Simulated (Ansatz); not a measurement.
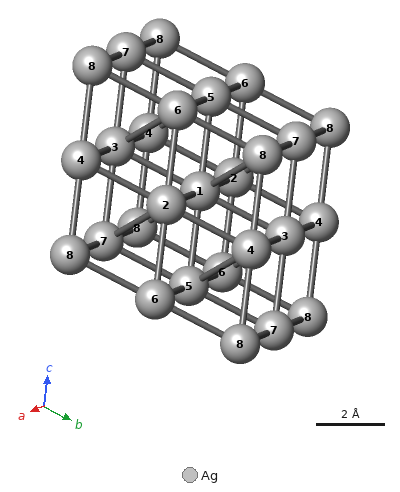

Figure 1. The input geometry (ball-and-stick view of the cell of the calculation, seen slightly off an axis; atoms are numbered from 1 in the order of the input). An atom can appear more than once, as a periodic image. Near neighbours in the periodic cell (some may lie outside the picture): Ag has 8 Ag at 2.87 Å.

# Run report: Ag, single-point calculation

- system: Ag (Im-3m, 8 atoms in the cell)
- method: DFT LDA, scalar-relativistic, plane waves, PAW, no spin polarisation (Ansatz 0.2.0)

The structure derives from a Materials Project entry. It belongs to a series of runs on one base structure; here: the relaxed cell repeated 8 times. Figures and captions count atoms from 1; the log counts them from 0 in places.

## What the program printed
```
Engine: ansatz 0.2.0, x86_64-unknown-linux-gnu
Pseudopotentials: kind: paw
Pseudopotential: Ag, paw, valence charge 19, recommended cutoff 420 eV (normal), Ag.paw.azcp
Functional definition: SPW92
  exchange = slater_x
  correlation = pw_c
Crystal: 8 atoms, lattice volume = 145.231 Å³
Basis set: ecut = 420 eV, 2899 PW (Γ)
Bands: 92, of which v1, the nominal top of the filled ones, is band 76 counted from 1 (75 counted from 0)
Symmetry: 384 space group operations
Space group: Im-3m (ITA 229), of the structure as read, at distance tolerance 5.3e-5 Å
k-points: 47 of 1000
Non-local potential: Ag, projectors of the file, l = 0: 3, l = 1: 2, l = 2: 2, l = 3: 1
PAW form: soft (Blöchl's): semilocal exchange-correlation on the pseudo side does not see the compensation charge
PAW frozen core: Ag, regenerated for the run's functional, and the local potential with it (the file was generated under x = pbe(κ = 0.804, μ = 0.2195149727645171), c = pbe(β = 0.06672455060314922))
PAW one-centre angular grid: Ag, 590 points (default); XC on 64 Gauss nodes
Initial density: superposition of atomic densities (neutral atoms: chi_scale 0, normalization atom), corrected by the library's trained network
Initial wavefunctions: pseudopotential atomic-orbital guess
Functional: x = slater, c = lda
SCF iter   1: F=—  HF=-59664.297039 eV  |F-HF|=—  |Δ(HF+E_count)|=         —  Δρ=1.40e-2  dr2=2.46e-1  ethr=1.77e-3  ⟨swp⟩=4.7  Hψ=12862  notcnv=0  defer=115
preconditioner: auto → Kerker (q_TF=auto, 2.749 Å⁻¹)  [metal: Δε(μ)=0.017 eV  Ē_g=10.291 eV  σ=0.150 eV  W_gap=0.06  n_scr=54 (ndim 8)  ℏωp=28.9 eV  f_vac=0.000  D(μ)=3.96/eV (n_scr^D=18)]
SCF iter   2: F=—  HF=-59664.231907 eV  |F-HF|=—  |Δ(HF+E_count)|=   6.51e-2  Δρ=4.20e-3  dr2=1.49e-2  ethr=1.62e-4  ⟨swp⟩=2.2  Hψ=6847  notcnv=0  defer=156
SCF iter   3: F=—  HF=-59664.227479 eV  |F-HF|=—  |Δ(HF+E_count)|=   4.43e-3  Δρ=1.70e-3  dr2=1.37e-3  ethr=9.82e-6  ⟨swp⟩=2.1  Hψ=5290  notcnv=0  defer=156
SCF iter   4: F=—  HF=-59664.227183 eV  |F-HF|=—  |Δ(HF+E_count)|=   2.97e-4  Δρ=1.55e-4  dr2=1.72e-5  ethr=9.04e-7  ⟨swp⟩=3.1  Hψ=8428  notcnv=0  defer=156
SCF iter   5: F=—  HF=-59664.227083 eV  |F-HF|=—  |Δ(HF+E_count)|=   9.96e-5  Δρ=1.78e-5  dr2=4.94e-7  ethr=1.13e-8  ⟨swp⟩=3.0  Hψ=8225  notcnv=0  defer=156
SCF iter   6: F=-59664.227083 eV  HF=-59664.227083 eV  |F-HF|=8.66e-9  |Δ(HF+E_count)|=   9.80e-8  Δρ=3.36e-6  dr2=1.57e-8  ethr=6.58e-11  ⟨swp⟩=11.7  Hψ=27438  notcnv=0
SCF 1 converged in 6 iterations: F = -59664.227083 eV  dr2 = 1.57e-8
  greatest PAW one-centre occupation: 1.002 electrons in one spin orbital (limit 2), on the Ag atom at site 7 (counted from 0), in its partial waves of l = 0
```

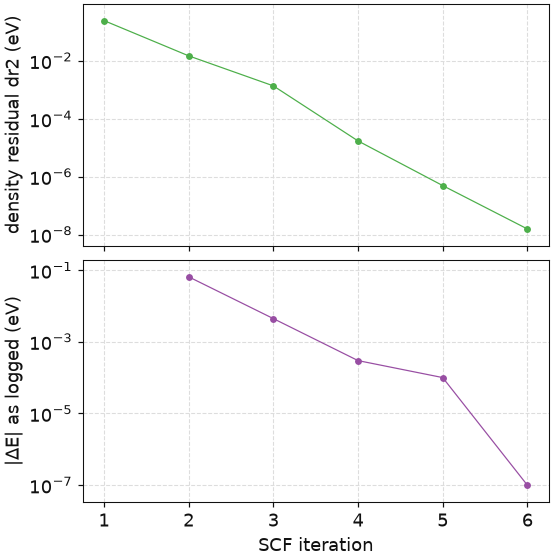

Figure 2. Convergence of the self-consistent field: density residual dr2 and size of the energy change against the SCF iteration. The residual falls at every step.

```
SCF converged after 6 iterations
Free energy (F): -59664.227083 eV
Harris-Foulkes:  -59664.227083 eV  (|F-HF|=8.66e-9)
Internal energy: -59664.185689 eV  (E = F + TS)
E sigma→0 (E₀):  -59664.206386 eV
Entropy (-TS):   -0.041393 eV (-5.174 meV/atom)
Fermi energy:    15.567590 eV
--- Per-component energies (eV) ---
  E_band       = -2104.627873
  E_kinetic    = 4212.839238
  E_local      = -18359.034383  (includes V_loc(G=0)·N_el)
  E_nonlocal   = 693.729137
  E_hartree    = 8263.176011
  E_xc         = -1464.958371
  E_vxc        = -1870.945815  (∫ρ·V_xc dr)
  E_paw        = -30163.468691  (= ΣΔE_a)
  E_vpaw       = -3307.590471  (= ΣTr[D̂ρ^β])
  E_aug_tail   = 0.002051  (compensation charges beyond the density's cutoff)
  E_ewald      = -22852.269141
  E_core_change = 5.798460  (= ΣΔE_core)
  E_smearing   = -0.041393  (= −TS)
  E_closure    = 0.000000  (closes the sum)
  Σ components = -59664.227083   (vs F -59664.227083, Δ=0.00e0)
--- Forces (eV/Å), atoms counted from 1 ---
  atom   1  Ag    -0.00000000     0.00000000     0.00000000
  atom   2  Ag    -0.00000000     0.00000000     0.00000000
  atom   3  Ag    -0.00000000     0.00000000    -0.00000000
  atom   4  Ag    -0.00000000     0.00000000    -0.00000000
  atom   5  Ag    -0.00000000    -0.00000000    -0.00000000
  atom   6  Ag    -0.00000000    -0.00000000     0.00000000
  atom   7  Ag    -0.00000000    -0.00000000     0.00000000
  atom   8  Ag    -0.00000000     0.00000000     0.00000000
  max |Σ_I F_I| component: 2.04e-28 eV/Å
--- Stress (GPa, compression-positive) ---
      -11.398338      -0.000000      -0.000000
       -0.000000     -11.398338      -0.000000
        0.000000      -0.000000     -11.398338
  P = ⅓ Tr σ = -11.3983 GPa (-113.983 kbar)
--- Band table (eV; the first three rows and the last of 47) ---
  k-point 0: bands = ["-76.0167", "-76.0026", "-76.0026", "-76.0026", "-76.0026", "-76.0026", "-76.0026", "-75.9912", "-39.6217", "-39.6217", "-39.6217", "-39.6217", "-39.6217", "-39.6217", "-39.5909", "-39.5909", "-39.5909", "-39.5370", "-39.5370", "-39.5370", "-39.5370", "-39.5370", "-39.5370", "-39.4877", "-39.4877", "-39.4877", "-39.4860", "-39.4860", "-39.4860", "-39.4860", "-39.4860", "-39.4860", "8.1621", "9.5619", "9.5619", "9.5619", "9.5619", "9.5619", "9.5619", "9.6399", "9.6399", "10.2161", "10.2161", "10.2161", "10.2161", "10.2161", "10.2161", "10.9276", "10.9276", "10.9276", "12.1008", "12.1008", "12.1008", "12.1008", "12.1008", "12.1008", "12.1607", "12.1607", "12.2674", "12.2674", "12.2674", "12.2674", "12.2674", "12.2674", "12.8526", "12.8526", "12.8526", "13.0754", "13.0754", "13.0754", "13.0754", "13.0754", "13.0754", "15.5982", "15.5982", "15.5982", "15.5982", "15.5982", "15.5982", "19.3096", "19.3096", "19.3096", "19.3096", "19.3096", "19.3096", "22.1932", "22.1932", "22.1932", "27.3349", "28.6164", "28.6164", "28.6178"]
  k-point 1: bands = ["-76.0163", "-76.0029", "-76.0026", "-76.0026", "-76.0026", "-76.0026", "-76.0023", "-75.9915", "-39.6210", "-39.6199", "-39.6199", "-39.6199", "-39.6199", "-39.6185", "-39.5916", "-39.5896", "-39.5883", "-39.5383", "-39.5374", "-39.5374", "-39.5374", "-39.5374", "-39.5358", "-39.4910", "-39.4889", "-39.4886", "-39.4876", "-39.4874", "-39.4874", "-39.4874", "-39.4874", "-39.4861", "8.2414", "9.5824", "9.6024", "9.6024", "9.6024", "9.6024", "9.6071", "9.6715", "9.6778", "10.2324", "10.2331", "10.2331", "10.2331", "10.2331", "10.2653", "10.9089", "10.9308", "10.9714", "12.0633", "12.0905", "12.0924", "12.0924", "12.0924", "12.0924", "12.1252", "12.1401", "12.1620", "12.2283", "12.2283", "12.2283", "12.2283", "12.2634", "12.7620", "12.7920", "12.8580", "12.9639", "12.9639", "12.9639", "12.9639", "13.0106", "13.0698", "15.0574", "15.6292", "15.6292", "15.6292", "15.6292", "15.8039", "19.3277", "19.5116", "19.5116", "19.5116", "19.5116", "19.9837", "21.9386", "21.9736", "22.3465", "27.6852", "28.3989", "28.3989", "28.3989"]
  k-point 2: bands = ["-76.0153", "-76.0039", "-76.0026", "-76.0026", "-76.0026", "-76.0026", "-76.0015", "-75.9923", "-39.6188", "-39.6147", "-39.6147", "-39.6147", "-39.6147", "-39.6090", "-39.5938", "-39.5858", "-39.5809", "-39.5422", "-39.5388", "-39.5388", "-39.5388", "-39.5388", "-39.5323", "-39.5006", "-39.4961", "-39.4924", "-39.4913", "-39.4913", "-39.4913", "-39.4913", "-39.4875", "-39.4862", "8.4729", "9.6369", "9.7181", "9.7181", "9.7181", "9.7181", "9.7325", "9.7608", "9.7909", "10.2800", "10.2828", "10.2828", "10.2828", "10.2828", "10.4108", "10.8552", "10.9412", "11.1002", "11.7801", "11.9645", "12.0401", "12.0401", "12.0401", "12.0401", "12.0624", "12.0869", "12.1190", "12.1190", "12.1190", "12.1190", "12.1662", "12.2522", "12.5118", "12.6192", "12.7210", "12.7210", "12.7210", "12.7210", "12.8275", "12.8735", "13.0538", "14.0032", "15.6913", "15.6913", "15.6913", "15.6913", "16.3379", "19.3854", "20.0840", "20.0840", "20.0840", "20.0840", "21.3804", "21.3957", "21.4399", "22.7842", "27.4200", "27.4200", "27.4200", "27.4200"]
  k-point 46: bands = ["-76.0033", "-76.0033", "-76.0033", "-76.0033", "-76.0033", "-76.0033", "-76.0019", "-76.0019", "-39.5554", "-39.5554", "-39.5554", "-39.5554", "-39.5554", "-39.5554", "-39.5528", "-39.5528", "-39.5528", "-39.5528", "-39.5528", "-39.5528", "-39.5383", "-39.5383", "-39.5383", "-39.5383", "-39.5383", "-39.5383", "-39.5383", "-39.5383", "-39.5383", "-39.5383", "-39.5383", "-39.5383", "10.5246", "10.5246", "10.5246", "10.5246", "10.5246", "10.5246", "10.6615", "10.6615", "10.6615", "10.6615", "10.6615", "10.6615", "10.8608", "10.8608", "10.8608", "10.8608", "10.8608", "10.8608", "11.3840", "11.3840", "11.3840", "11.3840", "11.3840", "11.3840", "11.3840", "11.3840", "11.3840", "11.3840", "11.3840", "11.3840", "11.8507", "11.8507", "11.8507", "11.8507", "11.8507", "11.8507", "12.2921", "12.2921", "12.2921", "12.2921", "13.7033", "13.7033", "13.7033", "13.7033", "13.7033", "13.7033", "20.7522", "20.7522", "21.7125", "21.7125", "21.7125", "21.7125", "21.7125", "21.7125", "28.0699", "28.0699", "28.0699", "28.0699", "28.0699", "28.0699"]
```

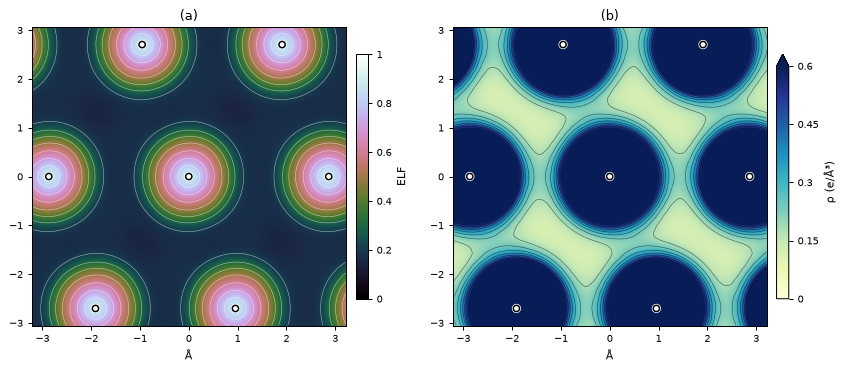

Figure 3. (a) ELF; (b) valence pseudo-density on the (010) plane of the calculation cell. Circles mark the nuclei in the plane (Ag). The section cuts through Ag sites. Ag–Ag (2.87 Å): the density is about 0.22 e/Å³ at the midpoint; the ELF is about 0.15 at the midpoint; no shared electron pair. Away from the nuclei the density in this plane falls to 0.12 e/Å³ at its lowest. The strong features right at Ag lie inside the PAW spheres (semicore, d or f shells) and say nothing about bonding. The fields are those of the smooth PAW valence density.

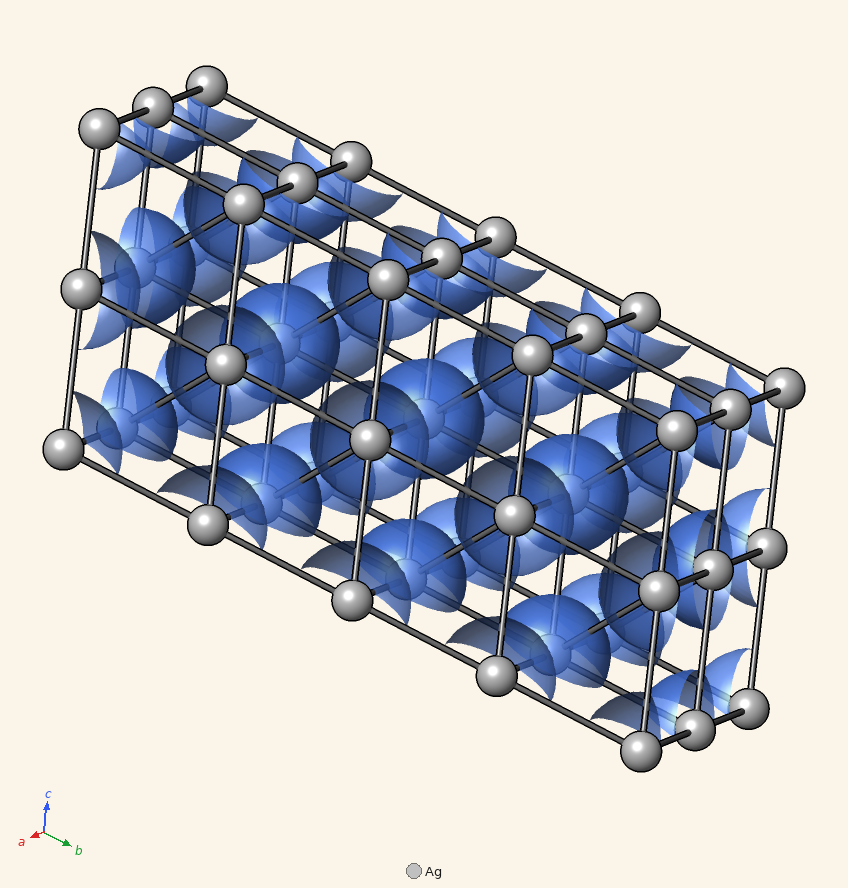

Figure 4. Isosurface of the valence electron density at 0.5 e/Å³ (blue), seen slightly off an axis. Sticks mark near contacts. The outline is the calculation cell. At this value the density breaks into separate islands; it holds about 85 % of the electrons treated as valence (semicore included). It is pinched off along the Ag–Ag (2.87 Å) contacts. On the grid the lowest density along these lines, outside the cores, is 0.22 e/Å³ (Ag–Ag, 2.87 Å).

The run was set up as follows.

## Input
```yaml
crystal:
  lattice:
    - [-3.311308, -3.311308, 3.311308]
    - [-3.311308, 3.311308, -3.311308]
    - [3.311308, -3.311308, -3.311308]
  atoms:
    - { symbol: Ag, position: [0.5, 0.5, 0.5] }
    - { symbol: Ag, position: [0.0, 0.5, 0.5] }
    - { symbol: Ag, position: [0.5, 0.0, 0.5] }
    - { symbol: Ag, position: [0.0, 0.0, 0.5] }
    - { symbol: Ag, position: [0.5, 0.5, 0.0] }
    - { symbol: Ag, position: [0.0, 0.5, 0.0] }
    - { symbol: Ag, position: [0.5, 0.0, 0.0] }
    - { symbol: Ag, position: [0.0, 0.0, 0.0] }
basis:
  ecutwfc: 420
kpoints:
  mp_grid: { grid: [10, 10, 10] }
hamiltonian:
  xc: lda
scf:
  occupations: { method: gaussian, width: 0.15 }
output:
  forces: true
  stress: true
  eigenvalues: true
  write_density: true
  write_potential: true
  elf: true
  volumetric_format: npy
```

Command:
```bash
ansatz run input.yaml --threads 2 --pin off --max-ram 5120MiB --backend cpu --events-out ev --progress --plain --runs-dir out
```

## Key numbers

```json
{"quantity": "outcome", "value": "converged"}
{"quantity": "space group (tolerance 0.01 Å)", "value": "Im-3m (229)"}
{"quantity": "electrons treated", "value": "152"}
{"quantity": "free energy", "value": "−59664.2271 eV"}
{"quantity": "Fermi energy", "value": "15.568 eV"}
{"quantity": "gap on the k-point mesh", "value": "none (metallic)"}
{"quantity": "pressure", "value": "−11.40 GPa"}
{"quantity": "largest force (length of the vector)", "value": "under 0.001 eV/Å"}
{"quantity": "hardware", "value": "2 threads of AMD EPYC (Zen 3), 32 GiB of memory available, shared host"}
{"quantity": "wall time", "value": "20 s (CPU time 39 s)"}
{"quantity": "peak memory", "value": "0.75 GiB"}
```

## Remarks

The cell is under a tension of 11.4 GPa at this level, so it is not at its equilibrium volume.
